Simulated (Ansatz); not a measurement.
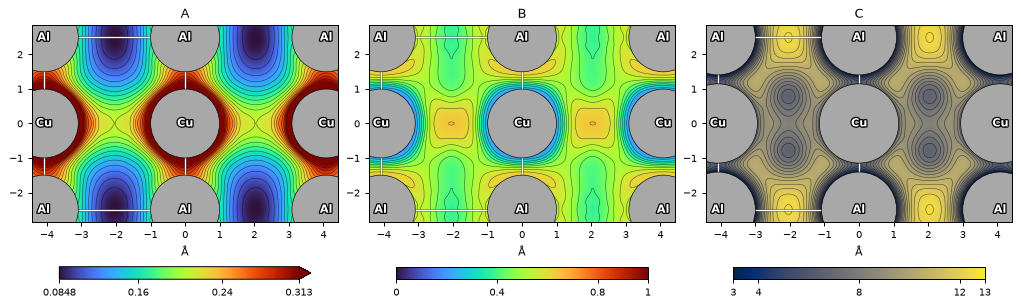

Al₂Cu: 3 fields on the (011) plane of the conventional cell, with unlabelled colour scales. Grey discs cover the atomic cores.

Space group P4/mmm; a structure from a database of computed crystals, not necessarily the ambient phase; computed without spin polarisation.

Computed with DFT PBEsol, scalar-relativistic, plane waves, PAW (Ansatz 0.2.0).

Question: Match the panels to the quantities (electron localisation function, electrostatic potential energy of an electron and valence pseudo-density).

Answer: Panel A: valence pseudo-density. Panel B: electron localisation function. Panel C: electrostatic potential energy of an electron (low next to the atoms, rising into the space between them). From the grid: Al–Cu (2.49 Å): the density is about 0.31 e/Å³ at the midpoint; the ELF peaks at about 0.65 between the atoms.
